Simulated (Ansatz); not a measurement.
## Ni: geometry relaxation (part 1 of 2)

System: Ni (slab, 8 atoms in the cell).
Method: DFT PBE+D3(BJ), scalar-relativistic, plane waves, PAW, spin-polarised (Ansatz 0.2.0).

The structure derives from an entry of the Crystallography Open Database. The input holds or restrains some coordinates. Forces given for the steps count only the free coordinates. Figures and captions count atoms from 1; the log counts them from 0 in places.

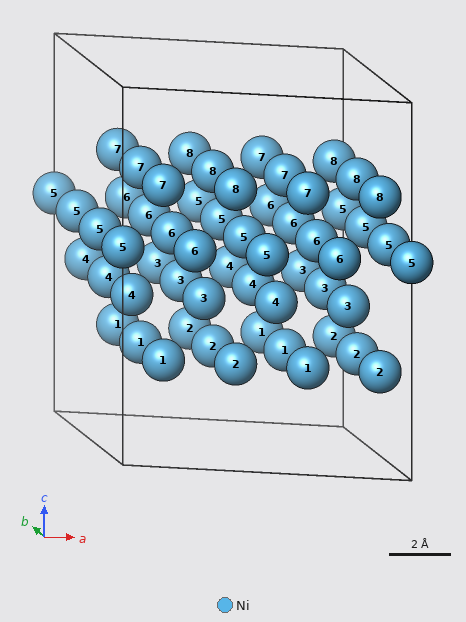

*The structure as given in the input (spheres-only view of the 2 × 3 repeat of the cell, with the vacuum cut short, seen slightly off an axis; atoms are numbered from 1 in the order of the input). An atom can appear more than once, as a periodic image.*

### Input
```yaml
crystal:
  lattice:
    - [4.9188979732, 0.0, 0.0]
    - [-1.2297244933, 2.1299453017, 0.0]
    - [0.0, 0.0, 23.0243950656]
  atoms:
    - { symbol: Ni, position: [0.3333333333, 0.3333333333, 0.3691736515], spin: 0.74 }
    - { symbol: Ni, position: [0.8333333333, 0.3333333333, 0.3691736515], spin: 0.74 }
    - { symbol: Ni, position: [0.6666666667, 0.6666666667, 0.4563912172], spin: 0.74 }
    - { symbol: Ni, position: [0.1666666667, 0.6666666667, 0.4563912172], spin: 0.74 }
    - { symbol: Ni, position: [0.0, 0.0, 0.5436087828], spin: 0.74 }
    - { symbol: Ni, position: [0.5, 0.0, 0.5436087828], spin: 0.74 }
    - { symbol: Ni, position: [0.3333333333, 0.3333333333, 0.6308263485], spin: 0.74 }
    - { symbol: Ni, position: [0.8333333333, 0.3333333333, 0.6308263485], spin: 0.74 }
basis:
  ecutwfc: 420
kpoints:
  mp_grid: { grid: [7, 13, 1] }
hamiltonian:
  xc: pbe
  dispersion: d3bj
scf:
  occupations: { method: gaussian, width: 0.1 }
output:
  forces: true
  eigenvalues: true
  populations: true
  write_density: true
  write_potential: true
  elf: true
  volumetric_format: npy
magnetization:
  spin_polarized: true
relax:
  adjacent_minimum: "off"
  f_tol: 0.03
  max_steps: 70
  constraints: [{ sites: [0, 1, 2, 3] }]
efield:
  axis: 3
  dipole_correction: true
```

Hardware: 8 threads of Arm Neoverse N1, 98 GiB of memory available, shared host.

Run as:
```bash
ansatz run input.yaml --threads 8 --pin off --max-ram 22528MiB --backend cpu --events-out ev --progress --plain --runs-dir out
```

### The program's output
```
Warning: crystal.symmetry: narrowed to the stabiliser of the k-point mesh — unitary ops 4 → 2; excluded 2 operations that carry a point of the 7×13×1 mesh (shift [0, 0, 0]) off the mesh (the run samples exactly the mesh kpoints.mp_grid names, as under crystal.symmetry.detect: false, and its converged state has the mesh's symmetry, not the crystal's; ε∞, the Born charges and the force constants of a linear response (`dielectric:` by the response, `phonons.method: dfpt`) are averaged over those of the crystal's operations that the state keeps within a tolerance, where `mesh_tensors`, `unaveraged_element` or `gamma_mean_max_change_ev_ang2` stands beside them; a row that `dielectric.field_direction` solves alone is averaged likewise, with nothing beside; a Γ-centred mesh of equal divisions is mapped onto itself by every operation and keeps the whole group, as does a half-shifted one under kpoints.further_shifts: images)
Engine: ansatz 0.2.0, aarch64-unknown-linux-gnu
Pseudopotentials: kind: paw
Pseudopotential: Ni, paw, valence charge 18, recommended cutoff 420 eV (normal), Ni.paw.azcp
Functional definition: PBE
  parameter kappa = 0.804
  parameter beta = 0.06672455060314922
  exchange = pbe_x(kappa = kappa, mu = beta*pi^2/3)
  correlation = pbe_c(beta = beta)
Crystal: 8 atoms, lattice volume = 241.226 Å³
Basis set: ecut = 420 eV, 4631 PW (Γ), exchange–correlation on 72×36×320 points (8 copies of the dense FFT grid, shifted against one another)
Bands: 90, of which v1, the nominal top of the filled ones, is band 72 counted from 1 (71 counted from 0)
Symmetry: 2 space group operations
k-points: 46 of 91 (time reversal used)
Non-local potential: Ni, projectors of the file, l = 0: 3, l = 1: 2, l = 2: 3, l = 3: 1
PAW form: soft (Blöchl's): semilocal exchange-correlation on the pseudo side does not see the compensation charge
PAW one-centre angular grid: Ni, 590 points (default); XC on 64 Gauss nodes
Initial density: superposition of atomic densities (neutral atoms: chi_scale 0, normalization atom)
Starting moments: Σ|m| = 5.92 μB on 8 of 8 sites
Initial wavefunctions: pseudopotential atomic-orbital guess
Functional: x = pbe(κ = 0.804, μ = 0.2195149727645171), c = pbe(β = 0.06672455060314922)
SCF iter   1: F=—  HF=-46710.512515 eV  |F-HF|=—  |Δ(HF+E_count)|=         —  Δρ=3.36e-2 (↑1.10e-2 ↓3.36e-2)  dr2=5.60e0  dr2_m=5.79e-1  M=6.233 μB ∫|m|=6.576 μB  β_m=1.00  ethr=3.10e-3  p=-0.000 e·Å  D=-4.28e-14 V/Å  ΔV_dip=0.00 eV  dr2_dipole=3.08e-10  V_vac-E_F(+/−)=7.25/7.25 eV  ⟨swp⟩=10.0  Hψ=42425  notcnv=0  defer=215
Mixer restart at iter 1: flushing history
efield: sawtooth ramp at fractional position 0.9500 (placed from the atoms, in the widest stretch of the axis that holds none; the zero of the levels goes with the place), width 0.1000; the density the first Hamiltonian is built on has a dipole p = -0.000 e·Å; the dipole correction subtracts the counter field D = -4.28e-14 V/Å, which shifts the + side's vacuum level by +0.00 eV against the − side's; the planar-averaged density in the ramp window peaks in size at 1.2e-5 e/Å³
preconditioner: auto → LDOS  [metal: Δε(μ)=0.007 eV  Ē_g=7.412 eV  σ=0.100 eV  W_gap=0.04  n_scr=48 (ndim 8)  ℏωp=21.4 eV  f_vac=0.590  D(μ)=14.45/eV (n_scr^D=162)]
spin=Collinear: LDOS preconditioning applied to the charge; magnetization (m = ρ↑ − ρ↓) channel mixes plain (no charge-response kernel on spin).
SCF iter   2: F=—  HF=-46711.422034 eV  |F-HF|=—  |Δ(HF+E_count)|=   9.10e-1  Δρ=1.20e-2 (↑1.20e-2 ↓1.05e-2)  dr2=8.59e-1  dr2_m=8.03e-3  M=6.042 μB ∫|m|=6.693 μB  β_m=0.31  ethr=3.10e-3  p=-0.000 e·Å  D=-6.09e-6 V/Å  ΔV_dip=0.00 eV  dr2_dipole=1.92e-9  V_vac-E_F(+/−)=6.39/6.39 eV  ⟨swp⟩=2.2  Hψ=13591  notcnv=0  defer=822
density mixer auto → msr1: a metal under ldos (density of states about μ 3.65 of a free-electron gas's, 48 screened modes)
SCF iter   3: F=—  HF=-46714.221377 eV  |F-HF|=—  |Δ(HF+E_count)|=    2.80e0  Δρ=6.21e-3 (↑5.48e-3 ↓6.21e-3)  dr2=2.10e-1  dr2_m=4.92e-3  M=5.973 μB ∫|m|=6.664 μB  β_m=0.49  ethr=5.97e-4  p=-0.000 e·Å  D=-4.61e-6 V/Å  ΔV_dip=0.00 eV  dr2_dipole=1.74e-11  V_vac-E_F(+/−)=5.93/5.93 eV  ⟨swp⟩=2.7  Hψ=13210  notcnv=0  defer=831
SCF iter   4: F=—  HF=-46717.235121 eV  |F-HF|=—  |Δ(HF+E_count)|=         —  Δρ=9.14e-3 (↑2.91e-3 ↓9.14e-3)  dr2=2.02e-1  dr2_m=2.92e-2  M=5.598 μB ∫|m|=6.392 μB  β_m=0.49  ethr=1.46e-4  p=-0.000 e·Å  D=-1.58e-6 V/Å  ΔV_dip=0.00 eV  dr2_dipole=1.81e-11  V_vac-E_F(+/−)=5.43/5.43 eV  ⟨swp⟩=2.5  Hψ=16630  notcnv=0  defer=841
SCF iter   5: F=—  HF=-46717.826349 eV  |F-HF|=—  |Δ(HF+E_count)|=   5.91e-1  Δρ=6.42e-3 (↑1.88e-3 ↓6.42e-3)  dr2=9.42e-2  dr2_m=1.74e-2  M=5.435 μB ∫|m|=6.231 μB  β_m=0.75  ethr=1.40e-4  p=-0.000 e·Å  D=-7.73e-7 V/Å  ΔV_dip=0.00 eV  dr2_dipole=5.04e-12  V_vac-E_F(+/−)=5.31/5.31 eV  ⟨swp⟩=2.0  Hψ=12607  notcnv=0  defer=843
SCF iter   6: F=—  HF=-46718.051224 eV  |F-HF|=—  |Δ(HF+E_count)|=   2.25e-1  Δρ=2.21e-3 (↑1.45e-3 ↓2.21e-3)  dr2=1.77e-2  dr2_m=1.34e-3  M=5.278 μB ∫|m|=6.067 μB  β_m=0.75  ethr=6.54e-5  p=0.000 e·Å  D=2.40e-6 V/Å  ΔV_dip=-0.00 eV  dr2_dipole=7.56e-10  V_vac-E_F(+/−)=5.18/5.18 eV  ⟨swp⟩=2.1  Hψ=13727  notcnv=0  defer=855
SCF iter   7: F=—  HF=-46718.044784 eV  |F-HF|=—  |Δ(HF+E_count)|=   6.44e-3  Δρ=2.59e-3 (↑1.28e-3 ↓2.59e-3)  dr2=1.82e-2  dr2_m=1.89e-3  M=5.264 μB ∫|m|=6.060 μB  β_m=0.66  ethr=1.23e-5  p=-0.000 e·Å  D=-2.05e-6 V/Å  ΔV_dip=0.00 eV  dr2_dipole=2.26e-9  V_vac-E_F(+/−)=5.09/5.09 eV  ⟨swp⟩=3.0  Hψ=17411  notcnv=0  defer=862
SCF iter   8: F=—  HF=-46718.047902 eV  |F-HF|=—  |Δ(HF+E_count)|=   3.12e-3  Δρ=9.99e-4 (↑3.00e-4 ↓9.99e-4)  dr2=2.17e-3  dr2_m=3.35e-4  M=5.272 μB ∫|m|=6.073 μB  β_m=0.71  ethr=1.23e-5  p=0.000 e·Å  D=5.22e-7 V/Å  ΔV_dip=-0.00 eV  dr2_dipole=2.13e-9  V_vac-E_F(+/−)=5.11/5.11 eV  ⟨swp⟩=2.0  Hψ=11871  notcnv=0  defer=858
SCF iter   9: F=—  HF=-46718.048916 eV  |F-HF|=—  |Δ(HF+E_count)|=   1.01e-3  Δρ=2.13e-4 (↑1.16e-4 ↓2.13e-4)  dr2=1.60e-4  dr2_m=2.15e-5  M=5.278 μB ∫|m|=6.083 μB  β_m=0.65  ethr=1.51e-6  p=-0.000 e·Å  D=-9.85e-7 V/Å  ΔV_dip=0.00 eV  dr2_dipole=7.02e-8  V_vac-E_F(+/−)=5.11/5.11 eV  ⟨swp⟩=2.5  Hψ=15296  notcnv=0  defer=859
SCF iter  10: F=—  HF=-46718.048947 eV  |F-HF|=—  |Δ(HF+E_count)|=   3.04e-5  Δρ=7.13e-5 (↑4.94e-5 ↓7.13e-5)  dr2=1.47e-5  dr2_m=3.03e-6  M=5.279 μB ∫|m|=6.086 μB  β_m=0.82  ethr=1.11e-7  p=0.000 e·Å  D=5.98e-7 V/Å  ΔV_dip=-0.00 eV  dr2_dipole=4.54e-7  V_vac-E_F(+/−)=5.11/5.11 eV  ⟨swp⟩=2.3  Hψ=14477  notcnv=0  defer=859
SCF iter  11: F=—  HF=-46718.048960 eV  |F-HF|=—  |Δ(HF+E_count)|=   1.35e-5  Δρ=7.25e-5 (↑1.52e-5 ↓7.25e-5)  dr2=3.84e-5  dr2_m=2.42e-6  M=5.280 μB ∫|m|=6.087 μB  β_m=0.91  ethr=1.02e-8  p=-0.000 e·Å  D=-1.99e-7 V/Å  ΔV_dip=0.00 eV  dr2_dipole=8.54e-6  V_vac-E_F(+/−)=5.11/5.11 eV  ⟨swp⟩=2.1  Hψ=13016  notcnv=0  defer=859
SCF iter  12: F=-46718.048958 eV  HF=-46718.048960 eV  |F-HF|=2.35e-6  |Δ(HF+E_count)|=   2.12e-7  Δρ=2.42e-5 (↑5.21e-6 ↓2.42e-5)  dr2=2.58e-6  dr2_m=2.79e-7  M=5.280 μB ∫|m|=6.087 μB  ethr=1.02e-8  p=0.000 e·Å  D=4.49e-6 V/Å  ΔV_dip=-0.00 eV  dr2_dipole=8.54e-9  V_vac-E_F(+/−)=5.11/5.11 eV  ⟨swp⟩=20.9  Hψ=82660  notcnv=0
SCF 1 converged in 12 iterations: F = -46718.048958 eV  dr2 = 2.58e-6
  greatest PAW one-centre occupation: 1.001 electrons in one spin orbital (limit 2), on the Ni atom at site 7 (counted from 0), in its partial waves of l = 1
relax step   1: F+E_penalty+E_count = -46718.04895780 eV  Δ(F+E_penalty+E_count) = +0.000e0 eV  max|allowed force component| = 9.380e-3 eV/Å  Δτ_max = 0.0000 Å  (12 SCF iters, dr2 threshold 2.25e-5 eV, accepted)
Initial density: handed on by an earlier stage of this run
Starting moments: Σ|m| = 5.92 μB on 8 of 8 sites; this step starts from the density that it was given
Initial wavefunctions: those handed on with the density
iter 1 solved again at ethr=2.05e-10 eV; its pass at ethr=3.10e-3 eV (dr2=2.95e-7 eV) is discarded
SCF iter   1: F=—  HF=-46718.048960 eV  |F-HF|=—  |Δ(HF+E_count)|=         —  Δρ=1.05e-5 (↑5.88e-6 ↓1.05e-5)  dr2=2.95e-7  dr2_m=7.24e-8  M=5.280 μB ∫|m|=6.087 μB  β_m=1.00  ethr=2.05e-10  p=0.000 e·Å  D=4.49e-6 V/Å  ΔV_dip=-0.00 eV  dr2_dipole=1.49e-8  V_vac-E_F(+/−)=5.11/5.11 eV  ⟨swp⟩=1.0  Hψ=19872  notcnv=0
efield: sawtooth ramp at fractional position 0.9500 (handed on by an earlier solve), width 0.1000; the density the first Hamiltonian is built on has a dipole p = 0.000 e·Å; the dipole correction subtracts the counter field D = 4.49e-6 V/Å, which shifts the + side's vacuum level by -0.00 eV against the − side's; the planar-averaged density in the ramp window peaks in size at 1.4e-6 e/Å³
preconditioner: auto → LDOS  [metal: Δε(μ)=0.001 eV  Ē_g=7.303 eV  σ=0.100 eV  W_gap=0.01  n_scr=20 (ndim 8)  ℏωp=21.4 eV  f_vac=0.603  D(μ)=13.39/eV (n_scr^D=144)]
spin=Collinear: LDOS preconditioning applied to the charge; magnetization (m = ρ↑ − ρ↓) channel mixes plain (no charge-response kernel on spin).
SCF iter   2: F=—  HF=-46718.048960 eV  |F-HF|=—  |Δ(HF+E_count)|=   2.74e-8  Δρ=3.88e-6 (↑1.73e-6 ↓3.88e-6)  dr2=2.99e-8  dr2_m=4.95e-9  M=5.280 μB ∫|m|=6.087 μB  β_m=0.34  ethr=2.05e-10  p=-0.000 e·Å  D=-8.41e-7 V/Å  ΔV_dip=0.00 eV  dr2_dipole=4.34e-9  V_vac-E_F(+/−)=5.11/5.11 eV  ⟨swp⟩=2.0  Hψ=11810  notcnv=0
density mixer auto → msr1: a metal under ldos (density of states about μ 3.47 of a free-electron gas's, 48 screened modes)
SCF iter   3: F=—  HF=-46718.048960 eV  |F-HF|=—  |Δ(HF+E_count)|=   4.87e-8  Δρ=3.31e-6 (↑1.29e-6 ↓3.31e-6)  dr2=8.30e-9  dr2_m=4.90e-9  M=5.280 μB ∫|m|=6.087 μB  β_m=0.67  ethr=2.07e-11  p=-0.000 e·Å  D=-3.75e-7 V/Å  ΔV_dip=0.00 eV  dr2_dipole=7.13e-10  V_vac-E_F(+/−)=5.11/5.11 eV  ⟨swp⟩=2.0  Hψ=11306  notcnv=0
SCF iter   4: F=—  HF=-46718.048960 eV  |F-HF|=—  |Δ(HF+E_count)|=   5.02e-8  Δρ=5.51e-6 (↑1.05e-6 ↓5.51e-6)  dr2=1.39e-7  dr2_m=1.33e-8  M=5.280 μB ∫|m|=6.087 μB  β_m=0.62  ethr=5.76e-12  p=-0.000 e·Å  D=-1.96e-7 V/Å  ΔV_dip=0.00 eV  dr2_dipole=6.87e-9  V_vac-E_F(+/−)=5.11/5.11 eV  ⟨swp⟩=3.1  Hψ=17539  notcnv=0
SCF iter   5: F=-46718.048960 eV  HF=-46718.048960 eV  |F-HF|=8.00e-9  |Δ(HF+E_count)|=  8.88e-10  Δρ=1.64e-6 (↑6.42e-7 ↓1.64e-6)  dr2=1.17e-8  dr2_m=1.15e-9  M=5.280 μB ∫|m|=6.087 μB  ethr=5.76e-12  p=0.000 e·Å  D=2.42e-7 V/Å  ΔV_dip=-0.00 eV  dr2_dipole=1.89e-9  V_vac-E_F(+/−)=5.11/5.11 eV  ⟨swp⟩=10.6  Hψ=61683  notcnv=0
SCF 2 converged in 5 iterations: F = -46718.048960 eV  dr2 = 1.17e-8
relax step   2: F+E_penalty+E_count = -46718.04896021 eV  Δ(F+E_penalty+E_count) = -2.402e-6 eV  max|allowed force component| = 9.344e-3 eV/Å  Δτ_max = 0.0000 Å  (5 SCF iters, accepted)
```

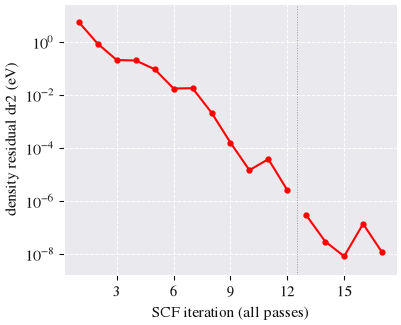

*Convergence of the self-consistent field: density residual dr2 against the SCF iteration. The dotted lines part the SCF passes of the relaxation: geometry steps, rejected trials and re-solves on a re-selected basis.*

The passes take 12 and 5 iterations.

```
WARN: The output density's exchange-correlation potential varies sharply where the density is thin. Do not read a vacuum level from v_tot or v_xc, or from such a field of the output density. On a cell that repeats whose density bears no net charge and no dipole along the vacuum's axis use v_es (v_loc + v_h of the components); under efield.dipole_correction with no amplitude use v_es + v_field, which holds any external_charges[].barrier, or the levels of the report's work_function block, which leave it out; under a non-zero efield.amplitude the vacuum is tilted and has no level; on a cell that repeats and bears such a dipole with no correction it is tilted too, and efield.dipole_correction with no amplitude gives each side of its ramp a level where efield: is served; in a cell that repeats whose density bears a net charge (total_charge, or a fill off its count) it is curved and has none; of a slab under crystal.periodic whose density bears no net charge use v_es, which has a level on each side, short of where the two are joined; of another it falls or rises all the way out and has none; of a slab beside external_charges read slab_vacuum_level instead, which it has where they leave it neutral. The grid or the basis barely resolves most such structure, and the values can differ between equally converged runs; as a rule a tighter scf.convergence.dr2_threshold does not remove it. Where the density itself ripples (under the LDA too) a higher basis.ecutwfc lessens it. The files hold the spikes' plane waves up to the density's cutoff. Files: v_tot_of_output_density and the like, and their columns of v_z.tsv (output.write_potential); v_xc_of_output_density and the like, and their columns of v_comp_z.tsv (output.write_potential_components). Measured: with its Gaussian average of σ = 0.25 Å subtracted twice, the exchange-correlation potential is over 0.1 eV at 68 of the grid points where the equally averaged density (valence and model cores) is under 1e-3 e/Å³, and 0.249 eV at the most among them, at an averaged density of 4.8e-9 e/Å³. The input density's (outcome.potential() and, of a run that writes arrays, v_tot and v_xc) is over 0.1 eV, so measured, at 6 points of its own thin density, 0.121 eV at the most. See output.write_potential in the manual, Limitations
SCF converged after 5 iterations
Magnetization: 5.2797 μB (74.6399 up, 69.3601 down)
Absolute magnetization: 6.0937 μB (∫|ρ↑−ρ↓|, with the PAW one-centre terms)
Spin contamination: 0.0769 ħ² per cell (⟨S²⟩ above its minimum at these occupations)
Per-site moments (μB) at R_I (Å): [(0.7028305791813589, 1.0145227069698233), (0.7028305791813588, 1.0145227069698233), (0.7012200569089236, 1.0145227064362858), (0.701220056908924, 1.0145227064362856), (0.7012286547687504, 1.0145227064362858), (0.7012286547687504, 1.0145227064362856), (0.7028431335368815, 1.0145227069698233), (0.7028431335368815, 1.0145227069698233)]
Free energy (F): -46718.048960 eV
Harris-Foulkes:  -46718.048960 eV  (|F-HF|=8.00e-9)
Internal energy: -46717.981981 eV  (E = F + TS)
E sigma→0 (E₀):  -46718.015470 eV
Entropy (-TS):   -0.066980 eV (-8.372 meV/atom)
Fermi energy:    3.350109 eV
Dipole field:    D = 0.000053 V/Å  (p = 0.000071 e·Å, saw-weighted, corrected)
Work function:   Φ+ = 5.1079 eV   Φ− = 5.1092 eV
Levels:          The Fermi level and band energies are counted from a zero that moves with the ramp; work functions are not
--- Per-component energies (eV) ---
  E_band       = -4398.874450
  E_kinetic    = 2256.531229
  E_local      = -325976.403845  (includes V_loc(G=0)·N_el)
  E_nonlocal   = 5091.583404
  E_hartree    = 159655.217695
  E_xc         = -675.053124
  E_vxc        = -870.101709  (∫ρ·V_xc dr)
  E_paw        = -13042.911809  (= ΣΔE_a)
  E_vpaw       = -4210.927978  (= ΣTr[D̂ρ^β])
  E_aug_tail   = 0.004444  (compensation charges beyond the density's cutoff)
  E_efield     = 0.000000  (sawtooth field / dipole correction)
  E_vefield    = 0.000000  (∫n·V_field dr)
  E_ewald      = 125975.850960
  E_disp       = -2.800934  (pairwise vdW)
  E_smearing   = -0.066980  (= −TS)
  E_closure    = 0.000000  (closes the sum)
  Σ components = -46718.048960   (vs F -46718.048960, Δ=0.00e0)
```
